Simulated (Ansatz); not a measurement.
Geometry relaxation, with input and output: W₄HS₈ (part 2 of 3)

Continued. System: W₄HS₈ (slab, 13 atoms in the cell). Method: DFT PBE+D3(BJ), scalar-relativistic, plane waves, PAW, spin-polarised (Ansatz 0.2.0); cutoff 420 eV, 3×3×1 k-mesh, Gaussian smearing of 0.05 eV, collinear spins. The structure derives from an entry of the Crystallography Open Database. The input holds or restrains some coordinates. Forces given for the steps count only the free coordinates. It belongs to a series of runs on one base structure; here: 1 H a cell, anchor, over a top S site.

Geometry of the input (Å; fractional positions):
```
6.3144  0.0000  0.0000
-3.1572  5.4684  0.0000
0.0000  0.0000  21.1453
S  0.6667  0.3333  0.3783
S  0.6667  0.8333  0.3783
S  0.1667  0.3333  0.3783
S  0.1667  0.8333  0.3783
W  0.3333  0.1667  0.4529
W  0.3333  0.6667  0.4529
W  0.8333  0.1667  0.4529
W  0.8333  0.6667  0.4529
S  0.6667  0.3333  0.5275
S  0.6667  0.8333  0.5275
S  0.1667  0.3333  0.5275
S  0.1667  0.8333  0.5275
H  0.1667  0.8333  0.6249
```

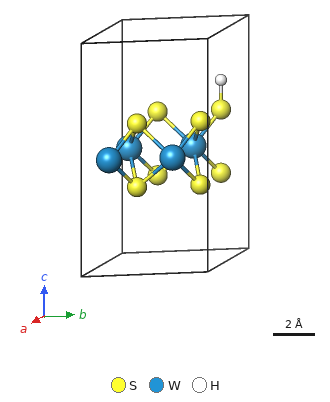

Fig. 1: The geometry at step 9 of the log (ball-and-stick view of the cell of the calculation, with the vacuum cut short, seen slightly off an axis).

**Log, continued**
```
relax step   6: F+E_penalty+E_count = -48783.19928799 eV  Δ(F+E_penalty+E_count) = -1.207e-1 eV  max|allowed force component| = 7.261e-1 eV/Å  Δτ_max = 0.1950 Å  (7 SCF iters, dr2 threshold 1.00e-4 eV, accepted)
SCF 7 converged in 7 iterations: F = -48783.253373 eV  dr2 = 2.37e-6
relax step   7: F+E_penalty+E_count = -48783.25337265 eV  Δ(F+E_penalty+E_count) = -5.408e-2 eV  max|allowed force component| = 6.093e-1 eV/Å  Δτ_max = 0.0727 Å  (7 SCF iters, dr2 threshold 1.00e-4 eV, accepted)
SCF 8 converged in 8 iterations: F = -48783.107322 eV  dr2 = 9.76e-6
relax step   8: F+E_penalty+E_count = -48783.10732225 eV  Δ(F+E_penalty+E_count) = +1.461e-1 eV  max|allowed force component| = 2.791e0 eV/Å  Δτ_max = 0.1944 Å  (8 SCF iters, dr2 threshold 1.00e-4 eV, rejected (line search))
SCF 9 converged in 12 iterations: F = -48783.281104 eV  dr2 = 2.42e-9
relax step   9: F+E_penalty+E_count = -48783.28110402 eV  Δ(F+E_penalty+E_count) = -2.773e-2 eV  max|allowed force component| = 1.880e-1 eV/Å  Δτ_max = 0.0557 Å  (12 SCF iters, accepted)
SCF 10 converged in 7 iterations: F = -48783.283033 eV  dr2 = 5.74e-8
relax step  10: F+E_penalty+E_count = -48783.28303271 eV  Δ(F+E_penalty+E_count) = -1.929e-3 eV  max|allowed force component| = 2.372e-2 eV/Å  Δτ_max = 0.0148 Å  (7 SCF iters, dr2 threshold 3.37e-6 eV, accepted)
iter 1 solved again at ethr=5.46e-11 eV; its pass at ethr=3.10e-3 eV (dr2=5.73e-8 eV) is discarded
SCF iter   1: F=—  HF=-48783.283033 eV  |F-HF|=—  |Δ(HF+E_count)|=         —  Δρ=1.50e-6 (↑1.33e-6 ↓1.50e-6)  dr2=5.74e-8  dr2_m=4.65e-10  M=0.556 μB ∫|m|=0.583 μB  β_m=1.20  ethr=5.46e-11  p=0.109 e·Å  D=2.69e-2 V/Å  ΔV_dip=-0.57 eV  dr2_dipole=2.40e-9  V_vac-E_F(+/−)=3.71/4.28 eV  ⟨swp⟩=1.0  Hψ=960  notcnv=0
efield: sawtooth ramp at fractional position 0.9816 (handed on by an earlier solve), width 0.0400; the density the first Hamiltonian is built on has a dipole p = 0.109 e·Å; the dipole correction subtracts the counter field D = 2.69e-2 V/Å, which shifts the + side's vacuum level by -0.57 eV against the − side's; the planar-averaged density in the ramp window peaks in size at 1.1e-6 e/Å³
preconditioner: auto → Resta (q_TF=auto, 1.975 Å⁻¹)  ε∞=2.9  [insulator: Δε(μ)=0.188 eV  Ē_g=8.497 eV  σ=0.050 eV  W_gap=0.83  n_scr=78 (ndim 8)  ℏωp=11.7 eV  f_vac=0.670  D(μ)=4.71/eV (n_scr^D=6)  ε∞_Penn≈2.9  vacuum switching on, ρ_ref=5.2e-3 e/Å³]
spin=Collinear: Resta preconditioning applied to the charge; magnetization (m = ρ↑ − ρ↓) channel mixes plain (no charge-response kernel on spin).
SCF iter   2: F=-48783.283033 eV  HF=-48783.283033 eV  |F-HF|=2.77e-8  |Δ(HF+E_count)|=   2.12e-8  Δρ=1.06e-6 (↑1.06e-6 ↓1.04e-6)  dr2=3.01e-8  dr2_m=1.33e-11  M=0.556 μB ∫|m|=0.583 μB  ethr=5.46e-11  p=0.109 e·Å  D=2.69e-2 V/Å  ΔV_dip=-0.57 eV  dr2_dipole=2.87e-11  V_vac-E_F(+/−)=3.71/4.28 eV  ⟨swp⟩=9.7  Hψ=2589  notcnv=0
SCF 11 converged in 2 iterations: F = -48783.283033 eV  dr2 = 3.01e-8
relax step  11: F+E_penalty+E_count = -48783.28303273 eV  Δ(F+E_penalty+E_count) = -1.131e-8 eV  max|allowed force component| = 2.370e-2 eV/Å  Δτ_max = 0.0000 Å  (2 SCF iters, accepted)
```

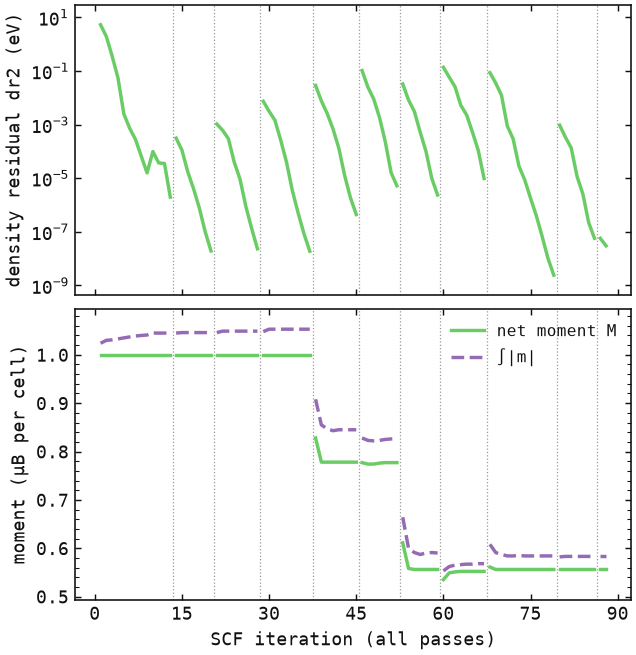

Fig. 2: Convergence of the self-consistent field: density residual dr2 and magnetic moment against the SCF iteration. The dotted lines part the SCF passes of the relaxation: geometry steps, rejected trials and re-solves on a re-selected basis. The 11 passes take 2 to 13 iterations each, 88 in all. The net moment goes from 1.0 to 0.6 μB per cell.

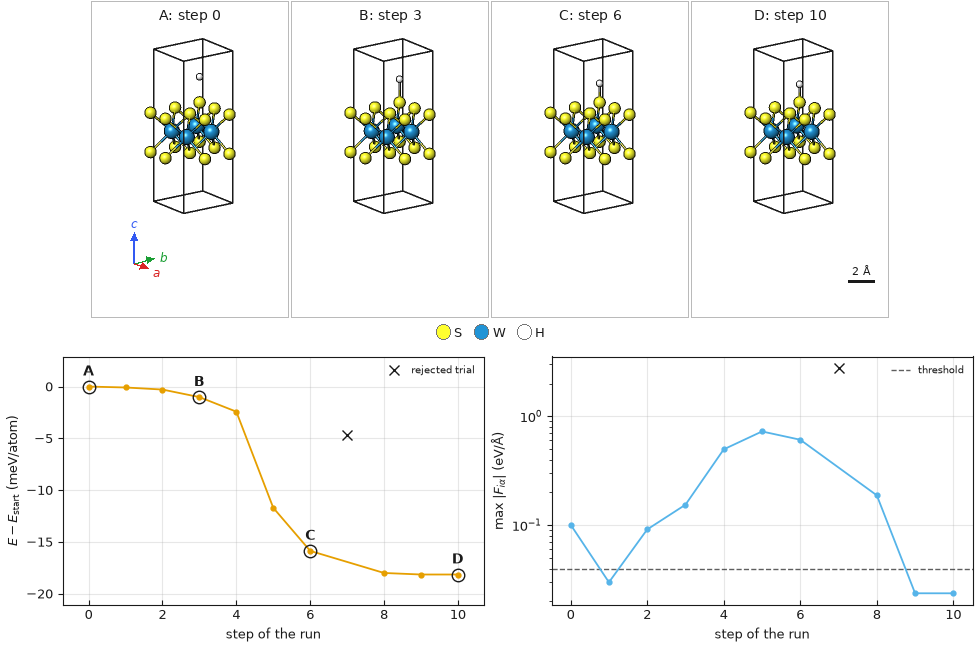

Fig. 3: Frames of the restrained relaxation (ball-and-stick view of the cell of the calculation, with the vacuum cut short, with bonded neighbours outside it, seen slightly off an axis) above the curves, on which the letters mark them (the first geometry is step 0 here and step 1 in the log).

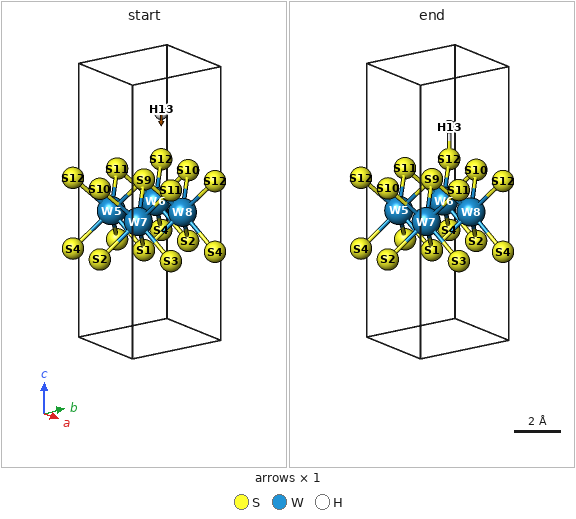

Fig. 4: Before (left) and after (right) the restrained relaxation, at one scale (ball-and-stick view of the cell of the calculation, with the vacuum cut short, with bonded neighbours outside it, seen slightly off an axis). The orange arrows give the displacements, at true length. After 10 geometry steps the energy has fallen by 18.2 meV per atom. The largest force component goes from 0.1 to 0.024 eV/Å. The line search rejected the trial step at point 7 (counted from 0) and went back. H13 moves most: 0.60 Å. By element the largest moves are H 0.60 Å, W 0.03 Å, S 0.02 Å. The cell doesn't change. Among the contacts that change: S12–H13 2.060 → 1.452 Å, W5–S12 2.410 → 2.384 Å, S1–W5 2.410 → 2.429 Å, S4–W5 2.410 → 2.399 Å. New bonds form: S12–H13 (2.06 → 1.45 Å). (Atoms are counted from 1 in the order of the input.)

```
WARN: The output density's exchange-correlation potential varies sharply where the density is thin. Do not read a vacuum level from v_tot or v_xc, or from such a field of the output density. On a cell that repeats whose density bears no net charge and no dipole along the vacuum's axis use v_es (v_loc + v_h of the components); under efield.dipole_correction with no amplitude use v_es + v_field, which holds any external_charges[].barrier, or the levels of the report's work_function block, which leave it out; under a non-zero efield.amplitude the vacuum is tilted and has no level; on a cell that repeats and bears such a dipole with no correction it is tilted too, and efield.dipole_correction with no amplitude gives each side of its ramp a level where efield: is served; in a cell that repeats whose density bears a net charge (total_charge, or a fill off its count) it is curved and has none; of a slab under crystal.periodic whose density bears no net charge use v_es, which has a level on each side, short of where the two are joined; of another it falls or rises all the way out and has none; of a slab beside external_charges read slab_vacuum_level instead, which it has where they leave it neutral. The grid or the basis barely resolves most such structure, and the values can differ between equally converged runs; as a rule a tighter scf.convergence.dr2_threshold does not remove it. Where the density itself ripples (under the LDA too) a higher basis.ecutwfc lessens it. The files hold the spikes' plane waves up to the density's cutoff. Files: v_tot_of_output_density and the like, and their columns of v_z.tsv (output.write_potential); v_xc_of_output_density and the like, and their columns of v_comp_z.tsv (output.write_potential_components). Measured: with its Gaussian average of σ = 0.25 Å subtracted twice, the exchange-correlation potential is over 0.1 eV at 44 of the grid points where the equally averaged density (valence and model cores) is under 1e-3 e/Å³, and 0.263 eV at the most among them, at an averaged density of 2.7e-9 e/Å³. The input density's (outcome.potential() and, of a run that writes arrays, v_tot and v_xc) is over 0.1 eV, so measured, at 20 points of its own thin density, 0.145 eV at the most. See output.write_potential in the manual, Limitations
SCF converged after 2 iterations
Stability not checked: this state was not tested for a lower state beside it, because the mixer in use, unlike msr1, does not test its closes by its own steps (another_mixer; see scf.mixing.algorithm and scf.lower_state_search)
Magnetization: 0.5555 μB (52.7778 up, 52.2222 down)
Absolute magnetization: 0.5828 μB (∫|ρ↑−ρ↓|, with the PAW one-centre terms)
Spin contamination: 0.0021 ħ² per cell (⟨S²⟩ above its minimum at these occupations)
Per-site moments (μB) at R_I (Å): [(0.0024654302774020634, 0.9948805521712106), (0.0024654302774020647, 0.9948805521712112), (0.002465430277402079, 0.9948805521712112), (0.014952357335753085, 0.9895396561351709), (0.050494851032428, 0.9833722569535857), (0.05049485103242802, 0.9833722569535854), (0.01180698690188517, 0.9948805521712106), (0.05049485103242801, 0.9833722569535854), (0.016349419583049626, 0.9956734720215054), (0.01634941958304972, 0.995673472021506), (0.016349419583049668, 0.995673472021506), (0.019064684302975272, 0.598915514383948), (0.05367247073590592, 0.598915514383948)]
Free energy (F): -48783.283033 eV
Harris-Foulkes:  -48783.283033 eV  (|F-HF|=2.77e-8)
Internal energy: -48783.277143 eV  (E = F + TS)
E sigma→0 (E₀):  -48783.280088 eV
Entropy (-TS):   -0.005890 eV (-0.453 meV/atom)
Fermi energy:    0.934836 eV
Dipole field:    D = 0.026945 V/Å  (p = 0.108724 e·Å, saw-weighted, corrected)
Work function:   Φ+ = 3.7068 eV   Φ− = 4.2765 eV
Levels:          The Fermi level and band energies are counted from a zero that moves with the ramp; work functions are not
--- Per-component energies (eV) ---
  E_band       = -1969.262741
  E_kinetic    = 2680.564640
  E_local      = -69507.384511  (includes V_loc(G=0)·N_el)
  E_nonlocal   = 230.935293
  E_hartree    = 33418.211083
  E_xc         = -1857.273960
  E_vxc        = -1671.259243  (∫ρ·V_xc dr)
  E_paw        = -39053.286556  (= ΣΔE_a)
  E_vpaw       = -541.343322  (= ΣTr[D̂ρ^β])
  E_aug_tail   = -0.001346  (compensation charges beyond the density's cutoff)
  E_efield     = 0.001465  (sawtooth field / dipole correction)
  E_vefield    = 2.810705  (∫n·V_field dr)
  E_ewald      = 25308.761057
  E_disp       = -3.804307  (pairwise vdW)
  E_smearing   = -0.005890  (= −TS)
  E_closure    = 0.000000  (closes the sum)
  Σ components = -48783.283033   (vs F -48783.283033, Δ=0.00e0)
--- Forces (eV/Å), atoms counted from 1 ---
  atom   1  S     -0.11930579     0.06888123     0.19127267
  atom   2  S      0.00000000    -0.13776246     0.19127267
  atom   3  S      0.11930579     0.06888123     0.19127267
  atom   4  S     -0.00000000     0.00000000    -0.57650536
  atom   5  W      0.00000000    -0.00412640     0.00300708
  atom   6  W     -0.00357357     0.00206320     0.00300708
  atom   7  W      0.00000000     0.00000000     0.00118198
  atom   8  W      0.00357357     0.00206320     0.00300708
  atom   9  S      0.00010348    -0.00005975     0.00102122
  atom  10  S      0.00000000     0.00011949     0.00102122
  atom  11  S     -0.00010348    -0.00005975     0.00102122
  atom  12  S      0.00000000    -0.00000000     0.01318599
  atom  13  H     -0.00000000    -0.00000000    -0.02370194
  max |Σ_I F_I| component: 6.36e-5 eV/Å
--- Band table (eV; the first three rows and the last of 6) ---
  k-point 0 ↑: bands = ["-74.5260", "-74.5038", "-74.4928", "-74.4928", "-38.9959", "-38.9959", "-38.9931", "-38.8367", "-38.7870", "-38.7870", "-38.7719", "-38.7164", "-38.7090", "-38.7090", "-38.6234", "-38.6234", "-15.6978", "-14.4164", "-13.6339", "-13.1990", "-13.1990", "-13.0663", "-12.9672", "-12.9672", "-8.2099", "-7.2855", "-7.2855", "-7.0748", "-6.4051", "-5.9580", "-5.9580", "-5.6343", "-5.0448", "-5.0448", "-4.2388", "-4.1068", "-4.1068", "-3.9252", "-3.4055", "-3.4055", "-2.8248", "-2.8187", "-2.8187", "-2.2026", "-2.2026", "-1.8589", "-1.8589", "-1.8268", "-1.8210", "-1.5956", "-1.5956", "-0.9888", "2.1859", "2.1859", "2.2200", "2.3290", "2.3290", "2.4048", "2.4048", "2.4215", "2.6746", "2.6746", "2.7355", "3.2227", "3.2227", "3.6582"]
  k-point 1 ↑: bands = ["-74.5240", "-74.5032", "-74.4954", "-74.4928", "-38.9518", "-38.9504", "-38.9099", "-38.8187", "-38.8042", "-38.7910", "-38.7771", "-38.7569", "-38.7557", "-38.7060", "-38.6930", "-38.6424", "-15.3588", "-14.4055", "-13.7727", "-13.4831", "-13.2253", "-13.2249", "-13.0269", "-12.9487", "-8.0100", "-6.7804", "-6.6190", "-6.4321", "-6.0668", "-5.9710", "-5.8868", "-5.2099", "-5.0222", "-4.8564", "-4.5189", "-4.3794", "-4.1812", "-3.9960", "-3.7007", "-3.6606", "-3.4011", "-3.2298", "-3.0078", "-2.7660", "-2.6452", "-2.6451", "-2.1949", "-2.1532", "-1.9071", "-1.3210", "-1.2572", "-1.1540", "0.9006", "1.7213", "1.8843", "1.9161", "1.9499", "2.1321", "2.1577", "2.6271", "2.7541", "2.8633", "2.9073", "2.9723", "2.9949", "3.2791"]
  k-point 2 ↑: bands = ["-74.5230", "-74.5017", "-74.4985", "-74.4923", "-38.9078", "-38.8757", "-38.8646", "-38.8418", "-38.8414", "-38.8017", "-38.7918", "-38.7792", "-38.7746", "-38.7064", "-38.7013", "-38.6748", "-15.1185", "-14.1882", "-14.1490", "-13.6885", "-13.3213", "-13.3202", "-12.9944", "-12.7941", "-7.9068", "-6.5169", "-6.1797", "-5.9258", "-5.9118", "-5.7301", "-5.3007", "-5.2552", "-5.1170", "-4.8591", "-4.7298", "-4.6206", "-4.5572", "-4.2578", "-4.1101", "-4.0973", "-3.9676", "-3.4354", "-3.0004", "-2.8766", "-2.7754", "-2.5160", "-2.0852", "-2.0176", "-1.5610", "-1.5548", "-1.5063", "-0.6156", "0.5877", "1.1240", "1.3165", "1.3931", "1.9497", "2.1463", "2.1622", "2.2775", "2.3200", "2.3980", "2.5506", "2.8907", "3.6250", "3.8062"]
  k-point 2 ↓: bands = ["-74.5155", "-74.4704", "-74.4673", "-74.4613", "-38.8721", "-38.8556", "-38.8167", "-38.8152", "-38.7900", "-38.7871", "-38.7617", "-38.7485", "-38.7468", "-38.6827", "-38.6673", "-38.6114", "-15.0398", "-14.1764", "-14.1359", "-13.6646", "-13.3083", "-13.3081", "-12.9720", "-12.7855", "-7.7455", "-6.4883", "-6.1465", "-5.9087", "-5.8978", "-5.6983", "-5.2700", "-5.2371", "-5.0852", "-4.8324", "-4.6957", "-4.6055", "-4.5397", "-4.2291", "-4.0925", "-4.0700", "-3.9480", "-3.4043", "-2.9705", "-2.8425", "-2.7573", "-2.4792", "-2.0665", "-2.0067", "-1.5346", "-1.5252", "-1.4472", "-0.5645", "0.7668", "1.1893", "1.3386", "1.4249", "2.0094", "2.1822", "2.2395", "2.3062", "2.3516", "2.4167", "2.5758", "2.9800", "3.6971", "3.8400"]
--- Relaxed structure (11 steps of the walk, 10 accepted, 0 SCFs on fresh bases) ---
  F+E_penalty+E_count = -48783.28303273 eV   max|allowed force component| = 2.370e-2 eV/Å
  atoms:
    - { symbol: S, position: [0.6666666666666665, 0.3333333333333332, 0.3783352624] }
    - { symbol: S, position: [0.6666666666666665, 0.8333333333333333, 0.3783352624] }
    - { symbol: S, position: [0.1666666666666666, 0.3333333333333332, 0.3783352624] }
    - { symbol: S, position: [0.16666666666666666, 0.8333333333333333, 0.3783352624] }
    - { symbol: W, position: [0.33087227605241465, 0.16174455210482924, 0.45354876749194717] }
    - { symbol: W, position: [0.3308722760524147, 0.6691277239475855, 0.45354876749194717] }
    - { symbol: W, position: [0.8333333333333331, 0.16666666666666666, 0.45302486215092364] }
    - { symbol: W, position: [0.8382554478951706, 0.6691277239475855, 0.45354876749194717] }
    - { symbol: S, position: [0.6673704041786184, 0.3326295958213815, 0.5282704914032944] }
    - { symbol: S, position: [0.6673704041786183, 0.8347408083572367, 0.5282704914032944] }
    - { symbol: S, position: [0.1652591916427632, 0.3326295958213815, 0.5282704914032944] }
    - { symbol: S, position: [0.16666666666666666, 0.8333333333333333, 0.527691462975026] }
    - { symbol: H, position: [0.16666666666666666, 0.8333333333333333, 0.5963553594388404] }
--- Löwdin populations: 13 sites ---
  site symbol       q [e]    m [muB]
     0      S      6.1123     0.0030
     1      S      6.1123     0.0030
     2      S      6.1123     0.0030
     3      S      6.1019     0.0204
     4      W     13.5623     0.0754
     5      W     13.5623     0.0754
     6      W     13.5369     0.0181
     7      W     13.5623     0.0754
     8      S      6.1623     0.0242
     9      S      6.1623     0.0242
    10      S      6.1623     0.0242
    11      S      5.8831     0.0599
    12      H      0.9488     0.1237
  spilling = 0.009701 (of n_electrons = 105.000000)
```
